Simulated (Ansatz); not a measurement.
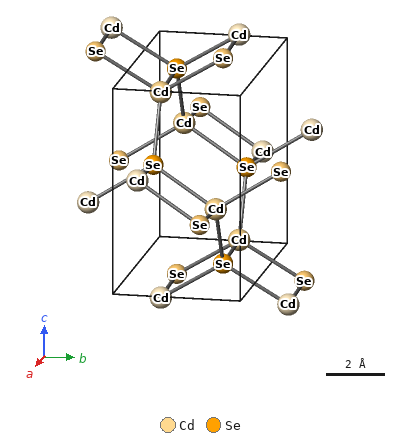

The structure as given in the input (ball-and-stick view of the cell of the calculation, seen slightly off an axis; neighbours outside the cell are drawn fainter). Near neighbours in the crystal (not all of them lie inside the picture): Cd has 4 Se at 2.63 to 2.74 Å; Se has 4 Cd at 2.63 to 2.74 Å.

**Geometry relaxation, with input and output: CdSe (part 1 of 3)**

CdSe (Pnma, 8 atoms in the cell), computed with DFT PBE, scalar-relativistic, plane waves, PAW, no spin polarisation (Ansatz 0.2.0).

The structure was made by a generator, so it may or may not be a known phase.

Output
```
Engine: ansatz 0.2.0, aarch64-unknown-linux-gnu
Pseudopotentials: kind: paw
Pseudopotential: Cd, paw, valence charge 20, recommended cutoff 420 eV (normal), Cd.paw.azcp
Pseudopotential: Se, paw, valence charge 16, recommended cutoff 420 eV (normal), Se.paw.azcp
Functional definition: PBE
  parameter kappa = 0.804
  parameter beta = 0.06672455060314922
  exchange = pbe_x(kappa = kappa, mu = beta*pi^2/3)
  correlation = pbe_c(beta = beta)
Crystal: 8 atoms, lattice volume = 271.740 Å³
Basis set: ecut = 420 eV, 5349 PW (Γ), exchange–correlation on 108×64×100 points (8 copies of the dense FFT grid, shifted against one another)
Bands: 87, of which v1, the nominal top of the filled ones, is band 72 counted from 1 (71 counted from 0)
Symmetry: 8 space group operations
Space group: Pnma (ITA 62), of the structure as read, at distance tolerance 6.5e-5 Å
k-points: 36 of 96
Non-local potential: Cd, projectors of the file, l = 0: 3, l = 1: 2, l = 2: 2, l = 3: 1
Non-local potential: Se, projectors of the file, l = 0: 2, l = 1: 2, l = 2: 3, l = 3: 1
PAW form: soft (Blöchl's): semilocal exchange-correlation on the pseudo side does not see the compensation charge
PAW one-centre angular grid: Cd, 590 points (default); XC on 64 Gauss nodes
PAW one-centre angular grid: Se, 590 points (default); XC on 64 Gauss nodes
Initial density: superposition of atomic densities (neutral atoms: chi_scale 0, normalization atom), corrected by the library's trained network
Initial wavefunctions: pseudopotential atomic-orbital guess
Functional: x = pbe(κ = 0.804, μ = 0.2195149727645171), c = pbe(β = 0.06672455060314922)
SCF iter   1: F=—  HF=-54898.574021 eV  |F-HF|=—  |Δ(HF+E_count)|=         —  Δρ=1.07e-3  dr2=4.84e-3  ethr=1.77e-3  ⟨swp⟩=6.0  Hψ=11186  notcnv=0  defer=5
preconditioner: auto → Resta (q_TF=auto, 2.454 Å⁻¹)  ε∞=3.7  [insulator: Δε(μ)=0.831 eV  Ē_g=11.600 eV  σ=0.020 eV  W_gap=1.00  n_scr=68 (ndim 8)  ℏωp=19.1 eV  f_vac=0.306  D(μ)=0.00/eV (n_scr^D=0)  ε∞_Penn≈3.7]
SCF iter   2: F=—  HF=-54898.575646 eV  |F-HF|=—  |Δ(HF+E_count)|=   1.62e-3  Δρ=5.79e-4  dr2=1.21e-3  ethr=3.36e-6  ⟨swp⟩=2.0  Hψ=5109  notcnv=0  defer=361
SCF iter   3: F=—  HF=-54898.576001 eV  |F-HF|=—  |Δ(HF+E_count)|=   3.56e-4  Δρ=1.88e-4  dr2=8.93e-5  ethr=8.40e-7  ⟨swp⟩=2.0  Hψ=4210  notcnv=0  defer=361
SCF iter   4: F=—  HF=-54898.576025 eV  |F-HF|=—  |Δ(HF+E_count)|=   2.33e-5  Δρ=8.02e-5  dr2=2.47e-5  ethr=6.20e-8  ⟨swp⟩=2.7  Hψ=4957  notcnv=0  defer=361
SCF iter   5: F=—  HF=-54898.576062 eV  |F-HF|=—  |Δ(HF+E_count)|=   3.77e-5  Δρ=2.93e-5  dr2=3.69e-6  ethr=1.72e-8  ⟨swp⟩=2.0  Hψ=4003  notcnv=0  defer=361
SCF iter   6: F=—  HF=-54898.576065 eV  |F-HF|=—  |Δ(HF+E_count)|=   2.72e-6  Δρ=9.27e-6  dr2=3.13e-7  ethr=2.57e-9  ⟨swp⟩=2.0  Hψ=4067  notcnv=0  defer=361
SCF iter   7: F=-54898.576066 eV  HF=-54898.576066 eV  |F-HF|=3.80e-8  |Δ(HF+E_count)|=   6.03e-7  Δρ=1.83e-6  dr2=1.43e-8  ethr=6.94e-11  ⟨swp⟩=13.5  Hψ=21931  notcnv=0
SCF 1 converged in 7 iterations: F = -54898.576066 eV  dr2 = 1.43e-8
  greatest PAW one-centre occupation: 1.000 electrons in one spin orbital (limit 2), on the Cd atom at site 3 (counted from 0), in its partial waves of l = 0
relax step   1: F+E_penalty+E_count = -54898.57606569 eV  Δ(F+E_penalty+E_count) = +0.000e0 eV  max|allowed force component| = 1.219e-2 eV/Å  Δτ_max = 0.0000 Å  P = +0.121 GPa  Ω = 271.740 Å³  (7 SCF iters, dr2 threshold 1.00e-7 eV, accepted)
Crystal: 8 atoms, lattice volume = 273.100 Å³
Basis set: ecut = 420 eV, 5389 PW (Γ), exchange–correlation on 108×64×100 points (8 copies of the dense FFT grid, shifted against one another)
Initial density: handed on by an earlier stage of this run
Initial wavefunctions: those handed on with the density
iter 1 solved again at ethr=3.46e-6 eV; its pass at ethr=3.10e-3 eV (dr2=4.98e-3 eV) is discarded
SCF iter   1: F=—  HF=-54898.579581 eV  |F-HF|=—  |Δ(HF+E_count)|=         —  Δρ=1.58e-3  dr2=4.94e-3  ethr=3.46e-6  ⟨swp⟩=2.2  Hψ=14029  notcnv=0
preconditioner: auto → Resta (q_TF=auto, 2.452 Å⁻¹)  ε∞=3.7  [insulator: Δε(μ)=0.807 eV  Ē_g=11.572 eV  σ=0.020 eV  W_gap=1.00  n_scr=68 (ndim 8)  ℏωp=19.1 eV  f_vac=0.307  D(μ)=0.00/eV (n_scr^D=0)  ε∞_Penn≈3.7]
SCF iter   2: F=—  HF=-54898.578146 eV  |F-HF|=—  |Δ(HF+E_count)|=   1.44e-3  Δρ=6.90e-4  dr2=6.45e-4  ethr=3.43e-6  ⟨swp⟩=2.0  Hψ=4820  notcnv=0
SCF iter   3: F=—  HF=-54898.578069 eV  |F-HF|=—  |Δ(HF+E_count)|=   7.70e-5  Δρ=1.62e-4  dr2=4.49e-5  ethr=4.48e-7  ⟨swp⟩=2.0  Hψ=4412  notcnv=0
SCF iter   4: F=—  HF=-54898.578054 eV  |F-HF|=—  |Δ(HF+E_count)|=   1.46e-5  Δρ=3.39e-5  dr2=3.57e-6  ethr=3.12e-8  ⟨swp⟩=2.4  Hψ=4745  notcnv=0
SCF iter   5: F=—  HF=-54898.578055 eV  |F-HF|=—  |Δ(HF+E_count)|=   4.11e-7  Δρ=1.33e-5  dr2=6.75e-7  ethr=2.48e-9  ⟨swp⟩=2.0  Hψ=5335  notcnv=0
SCF iter   6: F=-54898.578055 eV  HF=-54898.578055 eV  |F-HF|=1.02e-7  |Δ(HF+E_count)|=   6.56e-7  Δρ=5.15e-6  dr2=9.69e-8  ethr=1.78e-10  ⟨swp⟩=9.4  Hψ=21639  notcnv=0
SCF 2 converged in 6 iterations: F = -54898.578055 eV  dr2 = 9.69e-8
  Residual-converged pass: ⟨swp⟩=1.0  Hψ=3276  notcnv=0  max |occ|·‖R‖ = 7.1e-9 eV (tolerance 1.0e-8 eV)  dr2=9.69e-8  dr2_onsite=7.37e-9  max |Δocc| = 2.0e-186
relax step   2: F+E_penalty+E_count = -54898.57805547 eV  Δ(F+E_penalty+E_count) = -1.990e-3 eV  max|allowed force component| = 2.332e-2 eV/Å  Δτ_max = 0.0186 Å  P = -0.053 GPa  Ω = 273.100 Å³  energy of the carried Pulay correction = -2.441e-4 eV  (6 SCF iters, dr2 threshold 2.57e-7 eV, accepted)
Crystal: 8 atoms, lattice volume = 272.990 Å³
Basis set: ecut = 420 eV, 5373 PW (Γ), exchange–correlation on 108×64×100 points (8 copies of the dense FFT grid, shifted against one another)
iter 1 solved again at ethr=1.49e-6 eV; its pass at ethr=3.10e-3 eV (dr2=2.14e-3 eV) is discarded
SCF iter   1: F=—  HF=-54898.579764 eV  |F-HF|=—  |Δ(HF+E_count)|=         —  Δρ=1.05e-3  dr2=2.28e-3  ethr=1.49e-6  ⟨swp⟩=3.0  Hψ=13117  notcnv=0
preconditioner: auto → Resta (q_TF=auto, 2.452 Å⁻¹)  ε∞=3.7  [insulator: Δε(μ)=0.804 eV  Ē_g=11.579 eV  σ=0.020 eV  W_gap=1.00  n_scr=68 (ndim 8)  ℏωp=19.1 eV  f_vac=0.307  D(μ)=0.00/eV (n_scr^D=0)  ε∞_Penn≈3.7]
SCF iter   2: F=—  HF=-54898.579076 eV  |F-HF|=—  |Δ(HF+E_count)|=   6.87e-4  Δρ=4.50e-4  dr2=3.26e-4  ethr=1.49e-6  ⟨swp⟩=2.0  Hψ=4799  notcnv=0
SCF iter   3: F=—  HF=-54898.579005 eV  |F-HF|=—  |Δ(HF+E_count)|=   7.15e-5  Δρ=8.42e-5  dr2=1.46e-5  ethr=2.26e-7  ⟨swp⟩=2.0  Hψ=5467  notcnv=0
SCF iter   4: F=—  HF=-54898.578964 eV  |F-HF|=—  |Δ(HF+E_count)|=   4.04e-5  Δρ=1.84e-5  dr2=8.48e-7  ethr=1.02e-8  ⟨swp⟩=2.0  Hψ=5148  notcnv=0
SCF iter   5: F=—  HF=-54898.578964 eV  |F-HF|=—  |Δ(HF+E_count)|=   2.16e-7  Δρ=8.23e-6  dr2=1.51e-7  ethr=5.89e-10  ⟨swp⟩=3.4  Hψ=5287  notcnv=0
SCF iter   6: F=-54898.578964 eV  HF=-54898.578964 eV  |F-HF|=1.09e-8  |Δ(HF+E_count)|=   1.16e-9  Δρ=2.52e-6  dr2=1.80e-8  ethr=2.36e-11  ⟨swp⟩=7.1  Hψ=17413  notcnv=0
SCF 3 converged in 6 iterations: F = -54898.578964 eV  dr2 = 1.80e-8
  greatest PAW one-centre occupation: 1.000 electrons in one spin orbital (limit 2), on the Cd atom at site 2 (counted from 0), in its partial waves of l = 0
relax step   3: F+E_penalty+E_count = -54898.57896446 eV  Δ(F+E_penalty+E_count) = -9.090e-4 eV  max|allowed force component| = 5.879e-3 eV/Å  Δτ_max = 0.0123 Å  P = -0.039 GPa  Ω = 272.990 Å³  energy of the carried Pulay correction = -2.245e-4 eV  (6 SCF iters, dr2 threshold 3.40e-8 eV, accepted)
Crystal: 8 atoms, lattice volume = 273.200 Å³
Basis set: ecut = 420 eV, 5365 PW (Γ), exchange–correlation on 108×64×100 points (8 copies of the dense FFT grid, shifted against one another)
iter 1 solved again at ethr=5.22e-6 eV; its pass at ethr=3.10e-3 eV (dr2=7.52e-3 eV) is discarded
SCF iter   1: F=—  HF=-54898.582329 eV  |F-HF|=—  |Δ(HF+E_count)|=         —  Δρ=1.97e-3  dr2=7.62e-3  ethr=5.22e-6  ⟨swp⟩=2.1  Hψ=13761  notcnv=0
preconditioner: auto → Resta (q_TF=auto, 2.452 Å⁻¹)  ε∞=3.7  [insulator: Δε(μ)=0.795 eV  Ē_g=11.582 eV  σ=0.020 eV  W_gap=1.00  n_scr=68 (ndim 8)  ℏωp=19.1 eV  f_vac=0.308  D(μ)=0.00/eV (n_scr^D=0)  ε∞_Penn≈3.7]
SCF iter   2: F=—  HF=-54898.579800 eV  |F-HF|=—  |Δ(HF+E_count)|=   2.53e-3  Δρ=8.51e-4  dr2=1.20e-3  ethr=5.22e-6  ⟨swp⟩=3.0  Hψ=5688  notcnv=0
SCF iter   3: F=—  HF=-54898.579511 eV  |F-HF|=—  |Δ(HF+E_count)|=   2.89e-4  Δρ=1.28e-4  dr2=3.81e-5  ethr=8.30e-7  ⟨swp⟩=2.0  Hψ=5689  notcnv=0
SCF iter   4: F=—  HF=-54898.579532 eV  |F-HF|=—  |Δ(HF+E_count)|=   2.01e-5  Δρ=2.58e-5  dr2=2.04e-6  ethr=2.65e-8  ⟨swp⟩=2.0  Hψ=4860  notcnv=0
SCF iter   5: F=—  HF=-54898.579575 eV  |F-HF|=—  |Δ(HF+E_count)|=   4.35e-5  Δρ=1.11e-5  dr2=3.86e-7  ethr=1.42e-9  ⟨swp⟩=2.0  Hψ=5148  notcnv=0
SCF iter   6: F=—  HF=-54898.579575 eV  |F-HF|=—  |Δ(HF+E_count)|=   5.64e-8  Δρ=3.59e-6  dr2=4.62e-8  ethr=2.68e-10  ⟨swp⟩=2.0  Hψ=5148  notcnv=0
SCF iter   7: F=-54898.579575 eV  HF=-54898.579575 eV  |F-HF|=5.66e-9  |Δ(HF+E_count)|=   8.54e-8  Δρ=9.74e-7  dr2=3.26e-9  ethr=8.66e-12  ⟨swp⟩=7.2  Hψ=16635  notcnv=0
SCF 4 converged in 7 iterations: F = -54898.579575 eV  dr2 = 3.26e-9
relax step   4: F+E_penalty+E_count = -54898.57957514 eV  Δ(F+E_penalty+E_count) = -6.107e-4 eV  max|allowed force component| = 3.412e-3 eV/Å  Δτ_max = 0.0240 Å  P = +0.017 GPa  Ω = 273.200 Å³  energy of the carried Pulay correction = -2.618e-4 eV  (7 SCF iters, dr2 threshold 1.25e-8 eV, accepted)
Crystal: 8 atoms, lattice volume = 274.267 Å³
Basis set: ecut = 420 eV, 5393 PW (Γ), exchange–correlation on 108×64×100 points (8 copies of the dense FFT grid, shifted against one another)
iter 1 solved again at ethr=1.78e-5 eV; its pass at ethr=3.10e-3 eV (dr2=2.56e-2 eV) is discarded
SCF iter   1: F=—  HF=-54898.589187 eV  |F-HF|=—  |Δ(HF+E_count)|=         —  Δρ=3.57e-3  dr2=2.54e-2  ethr=1.78e-5  ⟨swp⟩=2.2  Hψ=15664  notcnv=0
preconditioner: auto → Resta (q_TF=auto, 2.451 Å⁻¹)  ε∞=3.7  [insulator: Δε(μ)=0.770 eV  Ē_g=11.579 eV  σ=0.020 eV  W_gap=1.00  n_scr=68 (ndim 8)  ℏωp=19.0 eV  f_vac=0.310  D(μ)=0.00/eV (n_scr^D=0)  ε∞_Penn≈3.7]
SCF iter   2: F=—  HF=-54898.580637 eV  |F-HF|=—  |Δ(HF+E_count)|=   8.55e-3  Δρ=1.57e-3  dr2=4.22e-3  ethr=1.77e-5  ⟨swp⟩=2.4  Hψ=4541  notcnv=0
SCF iter   3: F=—  HF=-54898.579800 eV  |F-HF|=—  |Δ(HF+E_count)|=   8.38e-4  Δρ=2.57e-4  dr2=1.81e-4  ethr=2.93e-6  ⟨swp⟩=2.0  Hψ=5689  notcnv=0
SCF iter   4: F=—  HF=-54898.579906 eV  |F-HF|=—  |Δ(HF+E_count)|=   1.06e-4  Δρ=1.07e-4  dr2=2.66e-5  ethr=1.26e-7  ⟨swp⟩=2.0  Hψ=4428  notcnv=0
SCF iter   5: F=—  HF=-54898.579934 eV  |F-HF|=—  |Δ(HF+E_count)|=   2.83e-5  Δρ=4.01e-5  dr2=4.09e-6  ethr=1.85e-8  ⟨swp⟩=2.0  Hψ=5148  notcnv=0
SCF iter   6: F=—  HF=-54898.579943 eV  |F-HF|=—  |Δ(HF+E_count)|=   9.01e-6  Δρ=1.33e-5  dr2=6.18e-7  ethr=2.84e-9  ⟨swp⟩=2.0  Hψ=5580  notcnv=0
SCF iter   7: F=—  HF=-54898.579943 eV  |F-HF|=—  |Δ(HF+E_count)|=   1.08e-7  Δρ=5.16e-6  dr2=9.86e-8  ethr=4.29e-10  ⟨swp⟩=2.0  Hψ=5148  notcnv=0
SCF iter   8: F=—  HF=-54898.579943 eV  |F-HF|=—  |Δ(HF+E_count)|=   9.59e-8  Δρ=1.51e-6  dr2=5.39e-9  ethr=6.85e-11  ⟨swp⟩=2.0  Hψ=4428  notcnv=0
SCF iter   9: F=—  HF=-54898.579943 eV  |F-HF|=—  |Δ(HF+E_count)|=   4.56e-9  Δρ=5.39e-7  dr2=7.33e-10  ethr=3.74e-12  ⟨swp⟩=2.0  Hψ=5593  notcnv=0
SCF iter  10: F=-54898.579943 eV  HF=-54898.579943 eV  |F-HF|=9.46e-11  |Δ(HF+E_count)|=   1.11e-9  Δρ=1.22e-7  dr2=4.13e-11  ethr=1.00e-12  ⟨swp⟩=4.8  Hψ=16253  notcnv=0
SCF 5 converged in 10 iterations: F = -54898.579943 eV  dr2 = 4.13e-11
relax step   5: F+E_penalty+E_count = -54898.57994305 eV  Δ(F+E_penalty+E_count) = -3.679e-4 eV  max|allowed force component| = 3.315e-3 eV/Å  Δτ_max = 0.0436 Å  P = +0.012 GPa  Ω = 274.267 Å³  energy of the carried Pulay correction = -4.517e-4 eV  (10 SCF iters, accepted)
Crystal: 8 atoms, lattice volume = 274.949 Å³
Basis set: ecut = 420 eV, 5401 PW (Γ), exchange–correlation on 108×64×100 points (8 copies of the dense FFT grid, shifted against one another)
iter 1 solved again at ethr=4.21e-6 eV; its pass at ethr=3.10e-3 eV (dr2=6.06e-3 eV) is discarded
SCF iter   1: F=—  HF=-54898.582128 eV  |F-HF|=—  |Δ(HF+E_count)|=         —  Δρ=1.72e-3  dr2=5.96e-3  ethr=4.21e-6  ⟨swp⟩=2.5  Hψ=13823  notcnv=0
preconditioner: auto → Resta (q_TF=auto, 2.449 Å⁻¹)  ε∞=3.7  [insulator: Δε(μ)=0.755 eV  Ē_g=11.577 eV  σ=0.020 eV  W_gap=1.00  n_scr=68 (ndim 8)  ℏωp=19.0 eV  f_vac=0.312  D(μ)=0.00/eV (n_scr^D=0)  ε∞_Penn≈3.7]
SCF iter   2: F=—  HF=-54898.580139 eV  |F-HF|=—  |Δ(HF+E_count)|=   1.99e-3  Δρ=7.40e-4  dr2=9.23e-4  ethr=4.14e-6  ⟨swp⟩=3.0  Hψ=5643  notcnv=0
SCF iter   3: F=—  HF=-54898.579918 eV  |F-HF|=—  |Δ(HF+E_count)|=   2.21e-4  Δρ=1.08e-4  dr2=2.87e-5  ethr=6.41e-7  ⟨swp⟩=2.0  Hψ=5685  notcnv=0
SCF iter   4: F=—  HF=-54898.579969 eV  |F-HF|=—  |Δ(HF+E_count)|=   5.13e-5  Δρ=2.90e-5  dr2=2.45e-6  ethr=1.99e-8  ⟨swp⟩=2.0  Hψ=4860  notcnv=0
SCF iter   5: F=—  HF=-54898.579984 eV  |F-HF|=—  |Δ(HF+E_count)|=   1.41e-5  Δρ=1.04e-5  dr2=3.45e-7  ethr=1.70e-9  ⟨swp⟩=2.1  Hψ=5245  notcnv=0
SCF iter   6: F=—  HF=-54898.579984 eV  |F-HF|=—  |Δ(HF+E_count)|=   2.62e-7  Δρ=3.56e-6  dr2=4.81e-8  ethr=2.39e-10  ⟨swp⟩=2.0  Hψ=5162  notcnv=0
SCF iter   7: F=—  HF=-54898.579984 eV  |F-HF|=—  |Δ(HF+E_count)|=   8.41e-8  Δρ=1.33e-6  dr2=4.62e-9  ethr=3.34e-11  ⟨swp⟩=2.0  Hψ=4526  notcnv=0
SCF iter   8: F=—  HF=-54898.579984 eV  |F-HF|=—  |Δ(HF+E_count)|=   4.95e-9  Δρ=4.36e-7  dr2=5.45e-10  ethr=3.21e-12  ⟨swp⟩=2.0  Hψ=5621  notcnv=0
SCF iter   9: F=-54898.579984 eV  HF=-54898.579984 eV  |F-HF|=1.46e-10  |Δ(HF+E_count)|=   1.05e-9  Δρ=1.12e-7  dr2=4.32e-11  ethr=1.00e-12  ⟨swp⟩=6.0  Hψ=14831  notcnv=0
SCF 6 converged in 9 iterations: F = -54898.579984 eV  dr2 = 4.32e-11
```
